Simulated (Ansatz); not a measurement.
## Ge: geometry relaxation (part 1 of 2)

The run: geometry relaxation of Ge (P6₃/mmc, 4 atoms in the cell). Method and program: DFT, PBE, plane waves, PAW, no spin polarisation (Ansatz 0.2.0).

The structure was built on a prototype by a generator. Figures and captions count atoms from 1; the log counts them from 0 in places.

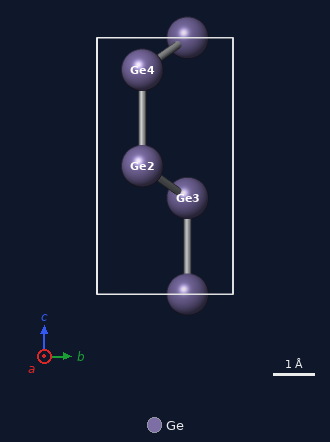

The structure as given in the input (ball-and-stick view of the cell of the calculation, along the a axis; atoms are numbered from 1 in the order of the input). Near neighbours in the crystal (not all of them lie inside the picture): Ge has 4 Ge at 2.40 Å.

## Input file
```yaml
crystal:
  lattice:
    - [3.9191835885, 0.0, 0.0]
    - [-1.9595917942, 3.3941125497, 0.0]
    - [0.0, 0.0, 6.4000267999]
  atoms:
    - { symbol: Ge, position: [0.3333333333, 0.6666666667, 0.0] }
    - { symbol: Ge, position: [0.6666666667, 0.3333333333, 0.5] }
    - { symbol: Ge, position: [0.3333333333, 0.6666666667, 0.375] }
    - { symbol: Ge, position: [0.6666666667, 0.3333333333, 0.875] }
kpoints:
  mp_grid: { grid: [12, 12, 4] }
hamiltonian:
  xc: pbe
scf:
  occupations: { method: fermi_dirac, width: 0.02 }
relax:
  f_tol: 0.005
  cell: {}
output:
  write_density: true
  write_potential: true
  elf: true
  volumetric_format: npy
```

Launch command:
```bash
ansatz run input.yaml --threads 4 --pin off --max-ram 7372MiB --backend cpu --events-out ev --progress --plain --runs-dir out
```

## What the program printed
```
Engine: ansatz 0.2.0, x86_64-unknown-linux-gnu
Pseudopotentials: kind: paw
Pseudopotential: Ge, paw, valence charge 14, recommended cutoff 420 eV (normal), Ge.paw.azcp
Functional definition: PBE
  parameter kappa = 0.804
  parameter beta = 0.06672455060314922
  exchange = pbe_x(kappa = kappa, mu = beta*pi^2/3)
  correlation = pbe_c(beta = beta)
Crystal: 4 atoms, lattice volume = 85.134 Å³
Basis set: ecut = 420 eV, 1713 PW (Γ), exchange–correlation on 54×54×90 points (8 copies of the dense FFT grid, shifted against one another)
Bands: 34, of which v1, the nominal top of the filled ones, is band 28 counted from 1 (27 counted from 0)
Symmetry: 24 space group operations
Space group: P63/mmc (ITA 194), of the structure as read, at distance tolerance 4.4e-5 Å
k-points: 57 of 576
Non-local potential: Ge, projectors of the file, l = 0: 2, l = 1: 2, l = 2: 3, l = 3: 1
PAW form: soft (Blöchl's): semilocal exchange-correlation on the pseudo side does not see the compensation charge
PAW one-centre angular grid: Ge, 590 points (default); XC on 64 Gauss nodes
Initial density: superposition of atomic densities (neutral atoms: chi_scale 0, normalization atom), corrected by the library's trained network
Initial wavefunctions: pseudopotential atomic-orbital guess
Functional: x = pbe(κ = 0.804, μ = 0.2195149727645171), c = pbe(β = 0.06672455060314922)
SCF iter   1: F=—  HF=-17179.607234 eV  |F-HF|=—  |Δ(HF+E_count)|=         —  Δρ=1.03e-3  dr2=9.64e-4  ethr=1.77e-3  ⟨swp⟩=6.3  Hψ=7241  notcnv=0
preconditioner: auto → Resta (q_TF=auto, 2.544 Å⁻¹)  ε∞=2.7  [insulator: Δε(μ)=0.135 eV  Ē_g=22.848 eV  σ=0.020 eV  W_gap=0.51  n_scr=22 (ndim 8)  ℏωp=30.1 eV  f_vac=0.059  D(μ)=0.09/eV (n_scr^D=0)  ε∞_Penn≈2.7]
SCF iter   2: F=—  HF=-17179.605586 eV  |F-HF|=—  |Δ(HF+E_count)|=   1.65e-3  Δρ=8.11e-4  dr2=3.39e-4  ethr=1.72e-6  ⟨swp⟩=2.0  Hψ=4061  notcnv=0  defer=33
SCF iter   3: F=—  HF=-17179.605473 eV  |F-HF|=—  |Δ(HF+E_count)|=   1.14e-4  Δρ=4.24e-4  dr2=1.22e-4  ethr=6.06e-7  ⟨swp⟩=2.0  Hψ=3039  notcnv=0  defer=33
SCF iter   4: F=—  HF=-17179.605536 eV  |F-HF|=—  |Δ(HF+E_count)|=   6.32e-5  Δρ=1.58e-4  dr2=1.10e-5  ethr=2.18e-7  ⟨swp⟩=2.0  Hψ=3456  notcnv=0  defer=34
SCF iter   5: F=—  HF=-17179.605432 eV  |F-HF|=—  |Δ(HF+E_count)|=   1.04e-4  Δρ=4.52e-5  dr2=1.01e-6  ethr=1.96e-8  ⟨swp⟩=2.0  Hψ=3433  notcnv=0  defer=34
SCF iter   6: F=-17179.605432 eV  HF=-17179.605432 eV  |F-HF|=2.53e-8  |Δ(HF+E_count)|=   4.20e-8  Δρ=6.44e-6  dr2=1.98e-8  ethr=1.79e-10  ⟨swp⟩=5.9  Hψ=12296  notcnv=0
SCF 1 converged in 6 iterations: F = -17179.605432 eV  dr2 = 1.98e-8
  greatest PAW one-centre occupation: 0.998 electrons in one spin orbital (limit 2), on the Ge atom at site 3 (counted from 0), in its partial waves of l = 2
relax step   1: F+E_penalty+E_count = -17179.60543156 eV  Δ(F+E_penalty+E_count) = +0.000e0 eV  max|allowed force component| = 3.864e-2 eV/Å  Δτ_max = 0.0000 Å  P = +8.925 GPa  Ω = 85.134 Å³  (6 SCF iters, dr2 threshold 1.00e-7 eV, accepted)
Crystal: 4 atoms, lattice volume = 92.966 Å³
Basis set: ecut = 420 eV, 1799 PW (Γ), exchange–correlation on 54×54×90 points (8 copies of the dense FFT grid, shifted against one another)
Initial density: handed on by an earlier stage of this run
Initial wavefunctions: those handed on with the density
iter 1 solved again at ethr=2.97e-5 eV; its pass at ethr=3.10e-3 eV (dr2=1.66e-2 eV) is discarded
SCF iter   1: F=—  HF=-17179.847508 eV  |F-HF|=—  |Δ(HF+E_count)|=         —  Δρ=3.89e-3  dr2=1.68e-2  ethr=2.97e-5  ⟨swp⟩=1.7  Hψ=9621  notcnv=0
preconditioner: auto → Resta (q_TF=auto, 2.507 Å⁻¹)  ε∞=2.6  [insulator: Δε(μ)=0.161 eV  Ē_g=22.490 eV  σ=0.020 eV  W_gap=0.96  n_scr=22 (ndim 8)  ℏωp=28.8 eV  f_vac=0.093  D(μ)=0.03/eV (n_scr^D=0)  ε∞_Penn≈2.6]
SCF iter   2: F=—  HF=-17179.848331 eV  |F-HF|=—  |Δ(HF+E_count)|=   8.23e-4  Δρ=2.36e-3  dr2=6.74e-3  ethr=2.97e-5  ⟨swp⟩=1.9  Hψ=2112  notcnv=0
SCF iter   3: F=—  HF=-17179.849529 eV  |F-HF|=—  |Δ(HF+E_count)|=   1.20e-3  Δρ=3.11e-4  dr2=8.53e-5  ethr=1.20e-5  ⟨swp⟩=2.0  Hψ=2736  notcnv=0
SCF iter   4: F=—  HF=-17179.849564 eV  |F-HF|=—  |Δ(HF+E_count)|=   3.57e-5  Δρ=1.67e-4  dr2=1.94e-5  ethr=1.52e-7  ⟨swp⟩=2.0  Hψ=3535  notcnv=0
SCF iter   5: F=—  HF=-17179.849587 eV  |F-HF|=—  |Δ(HF+E_count)|=   2.29e-5  Δρ=2.60e-5  dr2=9.78e-7  ethr=3.46e-8  ⟨swp⟩=2.0  Hψ=3535  notcnv=0
SCF iter   6: F=-17179.849590 eV  HF=-17179.849590 eV  |F-HF|=1.76e-7  |Δ(HF+E_count)|=   3.10e-6  Δρ=7.09e-6  dr2=4.90e-8  ethr=7.14e-10  ⟨swp⟩=8.9  Hψ=12956  notcnv=0
SCF 2 converged in 6 iterations: F = -17179.849590 eV  dr2 = 4.90e-8
relax step   2: F+E_penalty+E_count = -17179.84959037 eV  Δ(F+E_penalty+E_count) = -2.442e-1 eV  max|allowed force component| = 9.081e-2 eV/Å  Δτ_max = 0.0093 Å  P = +1.633 GPa  Ω = 92.966 Å³  energy of the carried Pulay correction = -1.355e-3 eV  (6 SCF iters, dr2 threshold 4.00e-7 eV, accepted)
Crystal: 4 atoms, lattice volume = 95.147 Å³
Basis set: ecut = 420 eV, 1811 PW (Γ), exchange–correlation on 54×54×90 points (8 copies of the dense FFT grid, shifted against one another)
iter 1 solved again at ethr=3.38e-6 eV; its pass at ethr=3.10e-3 eV (dr2=1.89e-3 eV) is discarded
SCF iter   1: F=—  HF=-17179.862168 eV  |F-HF|=—  |Δ(HF+E_count)|=         —  Δρ=1.50e-3  dr2=1.98e-3  ethr=3.38e-6  ⟨swp⟩=2.5  Hψ=11247  notcnv=0
preconditioner: auto → Resta (q_TF=auto, 2.498 Å⁻¹)  ε∞=2.6  [insulator: Δε(μ)=0.152 eV  Ē_g=22.419 eV  σ=0.020 eV  W_gap=0.73  n_scr=22 (ndim 8)  ℏωp=28.5 eV  f_vac=0.084  D(μ)=0.26/eV (n_scr^D=0)  ε∞_Penn≈2.6]
SCF iter   2: F=—  HF=-17179.861997 eV  |F-HF|=—  |Δ(HF+E_count)|=   1.70e-4  Δρ=8.48e-4  dr2=6.90e-4  ethr=3.38e-6  ⟨swp⟩=1.0  Hψ=1938  notcnv=0
SCF iter   3: F=—  HF=-17179.861988 eV  |F-HF|=—  |Δ(HF+E_count)|=   9.48e-6  Δρ=1.02e-4  dr2=1.15e-5  ethr=1.23e-6  ⟨swp⟩=2.0  Hψ=2395  notcnv=0
SCF iter   4: F=—  HF=-17179.861876 eV  |F-HF|=—  |Δ(HF+E_count)|=   1.11e-4  Δρ=6.04e-5  dr2=2.39e-6  ethr=2.06e-8  ⟨swp⟩=2.0  Hψ=3535  notcnv=0
SCF iter   5: F=-17179.861877 eV  HF=-17179.861876 eV  |F-HF|=4.28e-7  |Δ(HF+E_count)|=   1.54e-7  Δρ=1.21e-5  dr2=1.61e-7  ethr=7.14e-10  ⟨swp⟩=6.1  Hψ=12544  notcnv=0
SCF 3 converged in 5 iterations: F = -17179.861877 eV  dr2 = 1.61e-7
  greatest PAW one-centre occupation: 0.998 electrons in one spin orbital (limit 2), on the Ge atom at site 2 (counted from 0), in its partial waves of l = 2
relax step   3: F+E_penalty+E_count = -17179.86187692 eV  Δ(F+E_penalty+E_count) = -1.229e-2 eV  max|allowed force component| = 5.025e-2 eV/Å  Δτ_max = 0.0121 Å  P = +0.182 GPa  Ω = 95.147 Å³  energy of the carried Pulay correction = -1.712e-3 eV  (5 SCF iters, dr2 threshold 4.00e-7 eV, accepted)
Crystal: 4 atoms, lattice volume = 95.383 Å³
Basis set: ecut = 420 eV, 1835 PW (Γ), exchange–correlation on 54×54×90 points (8 copies of the dense FFT grid, shifted against one another)
iter 1 solved again at ethr=2.53e-7 eV; its pass at ethr=3.10e-3 eV (dr2=1.42e-4 eV) is discarded
SCF iter   1: F=—  HF=-17179.863454 eV  |F-HF|=—  |Δ(HF+E_count)|=         —  Δρ=4.44e-4  dr2=1.56e-4  ethr=2.53e-7  ⟨swp⟩=3.1  Hψ=10444  notcnv=0
preconditioner: auto → Kerker (q_TF=auto, 2.497 Å⁻¹)  [metal: Δε(μ)=0.039 eV  Ē_g=22.413 eV  σ=0.020 eV  W_gap=0.40  n_scr=22 (ndim 8)  ℏωp=28.5 eV  f_vac=0.079  D(μ)=0.22/eV (n_scr^D=0)]
SCF iter   2: F=—  HF=-17179.863308 eV  |F-HF|=—  |Δ(HF+E_count)|=   1.46e-4  Δρ=2.71e-4  dr2=7.61e-5  ethr=2.53e-7  ⟨swp⟩=1.0  Hψ=1938  notcnv=0
SCF iter   3: F=—  HF=-17179.863284 eV  |F-HF|=—  |Δ(HF+E_count)|=   2.38e-5  Δρ=5.08e-5  dr2=2.93e-6  ethr=1.36e-7  ⟨swp⟩=2.0  Hψ=2377  notcnv=0
SCF iter   4: F=—  HF=-17179.863285 eV  |F-HF|=—  |Δ(HF+E_count)|=   9.21e-7  Δρ=1.72e-5  dr2=4.88e-7  ethr=5.23e-9  ⟨swp⟩=3.0  Hψ=3535  notcnv=0
SCF iter   5: F=-17179.863285 eV  HF=-17179.863285 eV  |F-HF|=1.09e-7  |Δ(HF+E_count)|=   3.36e-7  Δρ=1.06e-5  dr2=1.29e-7  ethr=7.14e-10  ⟨swp⟩=8.0  Hψ=12696  notcnv=0
SCF 4 converged in 5 iterations: F = -17179.863285 eV  dr2 = 1.29e-7
relax step   4: F+E_penalty+E_count = -17179.86328524 eV  Δ(F+E_penalty+E_count) = -1.408e-3 eV  max|allowed force component| = 1.864e-3 eV/Å  Δτ_max = 0.0046 Å  P = +0.009 GPa  Ω = 95.383 Å³  energy of the carried Pulay correction = -1.750e-3 eV  (5 SCF iters, dr2 threshold 4.00e-7 eV, accepted)
Basis set: ecut = 420 eV, 1835 PW (Γ), exchange–correlation on 60×60×90 points (8 copies of the dense FFT grid, shifted against one another)
Initial wavefunctions: pseudopotential atomic-orbital guess (no wavefunctions were taken with the density)
iter 1 solved again at ethr=7.88e-7 eV; its pass at ethr=3.10e-3 eV (dr2=4.41e-4 eV) is discarded
SCF iter   1: F=—  HF=-17179.758771 eV  |F-HF|=—  |Δ(HF+E_count)|=         —  Δρ=2.79e-3  dr2=3.28e-4  ethr=7.88e-7  ⟨swp⟩=3.0  Hψ=11445  notcnv=0
preconditioner: auto → Resta (q_TF=auto, 2.497 Å⁻¹)  ε∞=2.6  [insulator: Δε(μ)=0.052 eV  Ē_g=22.428 eV  σ=0.020 eV  W_gap=0.53  n_scr=22 (ndim 8)  ℏωp=28.5 eV  f_vac=0.079  D(μ)=0.19/eV (n_scr^D=0)  ε∞_Penn≈2.6]
SCF iter   2: F=—  HF=-17179.833532 eV  |F-HF|=—  |Δ(HF+E_count)|=   7.48e-2  Δρ=1.40e-3  dr2=4.32e-5  ethr=5.85e-7  ⟨swp⟩=2.0  Hψ=2731  notcnv=0
preconditioner: auto → Kerker (q_TF=auto, 2.497 Å⁻¹)  [metal: Δε(μ)=0.042 eV  Ē_g=22.416 eV  σ=0.020 eV  W_gap=0.43  n_scr=22 (ndim 8)  ℏωp=28.5 eV  f_vac=0.079  D(μ)=0.21/eV (n_scr^D=0)]
SCF iter   3: F=—  HF=-17179.862944 eV  |F-HF|=—  |Δ(HF+E_count)|=   2.94e-2  Δρ=4.26e-4  dr2=2.52e-5  ethr=7.71e-8  ⟨swp⟩=3.9  Hψ=4194  notcnv=0
SCF iter   4: F=—  HF=-17179.865679 eV  |F-HF|=—  |Δ(HF+E_count)|=   2.74e-3  Δρ=1.16e-4  dr2=1.42e-5  ethr=4.49e-8  ⟨swp⟩=2.0  Hψ=3508  notcnv=0
SCF iter   5: F=—  HF=-17179.865779 eV  |F-HF|=—  |Δ(HF+E_count)|=   9.94e-5  Δρ=4.13e-5  dr2=2.73e-6  ethr=2.53e-8  ⟨swp⟩=2.0  Hψ=3535  notcnv=0
SCF iter   6: F=—  HF=-17179.865786 eV  |F-HF|=—  |Δ(HF+E_count)|=   7.56e-6  Δρ=1.11e-5  dr2=2.24e-7  ethr=4.87e-9  ⟨swp⟩=2.0  Hψ=2395  notcnv=0
SCF iter   7: F=—  HF=-17179.865787 eV  |F-HF|=—  |Δ(HF+E_count)|=   3.28e-7  Δρ=1.96e-6  dr2=8.25e-9  ethr=4.00e-10  ⟨swp⟩=2.0  Hψ=2395  notcnv=0
SCF iter   8: F=—  HF=-17179.865787 eV  |F-HF|=—  |Δ(HF+E_count)|=   8.43e-9  Δρ=8.08e-7  dr2=1.36e-9  ethr=1.47e-11  ⟨swp⟩=2.0  Hψ=2395  notcnv=0
SCF iter   9: F=—  HF=-17179.865787 eV  |F-HF|=—  |Δ(HF+E_count)|=   2.57e-9  Δρ=3.32e-7  dr2=1.80e-10  ethr=2.43e-12  ⟨swp⟩=2.0  Hψ=2395  notcnv=0
SCF iter  10: F=-17179.865787 eV  HF=-17179.865787 eV  |F-HF|=7.28e-12  |Δ(HF+E_count)|=  2.58e-10  Δρ=4.33e-8  dr2=2.82e-12  ethr=1.00e-12  ⟨swp⟩=6.0  Hψ=7616  notcnv=0
SCF 5 converged in 10 iterations: F = -17179.865787 eV  dr2 = 2.82e-12
relax step   5: F+E_penalty+E_count = -17179.86578674 eV  Δ(F+E_penalty+E_count) = -2.501e-3 eV  max|allowed force component| = 1.911e-3 eV/Å  Δτ_max = 0.0000 Å  P = +0.053 GPa  Ω = 95.383 Å³  stress off target by 9.69e-2 GPa  SCF on the basis re-selected at this cell (its energy is not comparable with the rows above)  (10 SCF iters)
basis re-selected at this cell: Δ(F+E_penalty+E_count) = -2.501e-3 eV, ΔP = +0.044 GPa vs the last step (what re-selecting the basis moved, of the pressure what is left beyond the Pulay correction that the steps carried, after the strain that the cell walked since its last selection, with what the two solves' SCF thresholds leave and, on support functions, any second-order correction that the steps lacked; it is no measure of the basis error at this ecutwfc). The dense FFT grid was sized anew with the basis: this SCF ran on 30×30×45 points, the steps before it on 27×27×45, so part of this shift can come from that change (see relax.cell in the input reference). This SCF's stress stands 9.69e-2 GPa from its target on what of the cell is left free (relax.cell.stress_tol is 5.00e-2 GPa) and its largest allowed force component is 1.91e-3 eV/Å (relax.f_tol is 5.00e-3 eV/Å): not within both, so this SCF does not close the relaxation
Crystal: 4 atoms, lattice volume = 95.469 Å³
iter 1 solved again at ethr=5.72e-9 eV; its pass at ethr=3.10e-3 eV (dr2=3.20e-6 eV) is discarded
SCF iter   1: F=—  HF=-17179.865777 eV  |F-HF|=—  |Δ(HF+E_count)|=         —  Δρ=4.94e-5  dr2=2.84e-6  ethr=5.72e-9  ⟨swp⟩=3.8  Hψ=10642  notcnv=0
preconditioner: auto → Kerker (q_TF=auto, 2.496 Å⁻¹)  [metal: Δε(μ)=0.042 eV  Ē_g=22.410 eV  σ=0.020 eV  W_gap=0.43  n_scr=22 (ndim 8)  ℏωp=28.4 eV  f_vac=0.079  D(μ)=0.21/eV (n_scr^D=0)]
SCF iter   2: F=—  HF=-17179.865794 eV  |F-HF|=—  |Δ(HF+E_count)|=   1.70e-5  Δρ=3.29e-5  dr2=1.46e-6  ethr=5.07e-9  ⟨swp⟩=1.0  Hψ=1938  notcnv=0
SCF iter   3: F=—  HF=-17179.865794 eV  |F-HF|=—  |Δ(HF+E_count)|=   2.31e-7  Δρ=6.76e-6  dr2=8.55e-8  ethr=2.61e-9  ⟨swp⟩=2.0  Hψ=2377  notcnv=0
SCF iter   4: F=-17179.865794 eV  HF=-17179.865794 eV  |F-HF|=1.23e-9  |Δ(HF+E_count)|=   6.75e-8  Δρ=3.39e-6  dr2=1.16e-8  ethr=4.19e-11  ⟨swp⟩=7.0  Hψ=10602  notcnv=0
SCF 6 converged in 4 iterations: F = -17179.865794 eV  dr2 = 1.16e-8
relax step   6: F+E_penalty+E_count = -17179.86579412 eV  Δ(F+E_penalty+E_count) = -7.379e-6 eV  max|allowed force component| = 3.421e-3 eV/Å  Δτ_max = 0.0002 Å  P = -0.002 GPa  Ω = 95.469 Å³  energy of the carried Pulay correction = -1.371e-5 eV  (4 SCF iters, dr2 threshold 2.35e-8 eV, accepted)
iter 1 solved again at ethr=2.87e-7 eV; its pass at ethr=3.10e-3 eV (dr2=1.61e-4 eV) is discarded
SCF iter   1: F=—  HF=-17179.865789 eV  |F-HF|=—  |Δ(HF+E_count)|=         —  Δρ=2.72e-6  dr2=1.02e-8  ethr=2.87e-7  ⟨swp⟩=3.0  Hψ=11512  notcnv=0
eigensolver tolerance schedule: the retry pair's looser diagonalisation over-reported the residual by 15741.93 of it (diagonalisation noise at an unbounded share of the residual, at the tolerance the schedule requests for it); recorded, not acted on — ethr = c·dr2/N_el stays at c = 1.0e-1
preconditioner: auto → Kerker (q_TF=auto, 2.496 Å⁻¹)  [metal: Δε(μ)=0.041 eV  Ē_g=22.410 eV  σ=0.020 eV  W_gap=0.43  n_scr=22 (ndim 8)  ℏωp=28.4 eV  f_vac=0.079  D(μ)=0.21/eV (n_scr^D=0)]
SCF iter   2: F=—  HF=-17179.865806 eV  |F-HF|=—  |Δ(HF+E_count)|=   1.68e-5  Δρ=2.20e-6  dr2=7.07e-9  ethr=1.82e-11  ⟨swp⟩=2.1  Hψ=3549  notcnv=0
SCF iter   3: F=—  HF=-17179.865806 eV  |F-HF|=—  |Δ(HF+E_count)|=   8.55e-9  Δρ=1.23e-6  dr2=2.42e-9  ethr=1.26e-11  ⟨swp⟩=2.0  Hψ=3525  notcnv=0
SCF iter   4: F=—  HF=-17179.865806 eV  |F-HF|=—  |Δ(HF+E_count)|=   2.71e-9  Δρ=1.42e-6  dr2=1.28e-9  ethr=4.31e-12  ⟨swp⟩=2.0  Hψ=3535  notcnv=0
SCF iter   5: F=—  HF=-17179.865806 eV  |F-HF|=—  |Δ(HF+E_count)|=  8.73e-11  Δρ=1.89e-7  dr2=6.20e-11  ethr=2.29e-12  ⟨swp⟩=2.0  Hψ=3535  notcnv=0
SCF iter   6: F=-17179.865806 eV  HF=-17179.865806 eV  |F-HF|=0.00e0  |Δ(HF+E_count)|=  3.64e-11  Δρ=4.25e-8  dr2=2.56e-12  ethr=1.00e-12  ⟨swp⟩=5.4  Hψ=7452  notcnv=0
SCF 7 converged in 6 iterations: F = -17179.865806 eV  dr2 = 2.56e-12
relax step   7: F+E_penalty+E_count = -17179.86580560 eV  Δ(F+E_penalty+E_count) = -1.148e-5 eV  max|allowed force component| = 3.425e-3 eV/Å  Δτ_max = 0.0000 Å  P = -0.002 GPa  Ω = 95.469 Å³  stress off target by 2.13e-2 GPa  SCF on the basis re-selected at this cell (its energy is not comparable with the rows above)  (6 SCF iters)
```

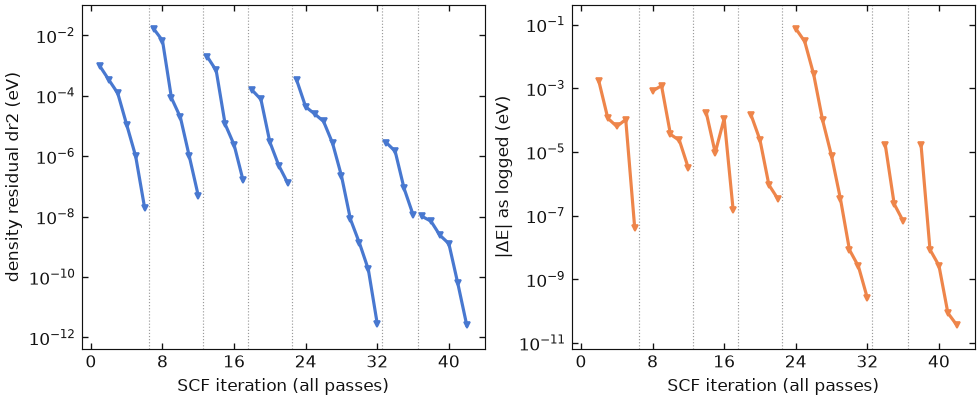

Convergence of the self-consistent field: density residual dr2 and size of the energy change against the SCF iteration. The dotted lines part the SCF passes of the relaxation: geometry steps, rejected trials and re-solves on a re-selected basis. The 7 passes take 4 to 10 iterations each, 42 in all.
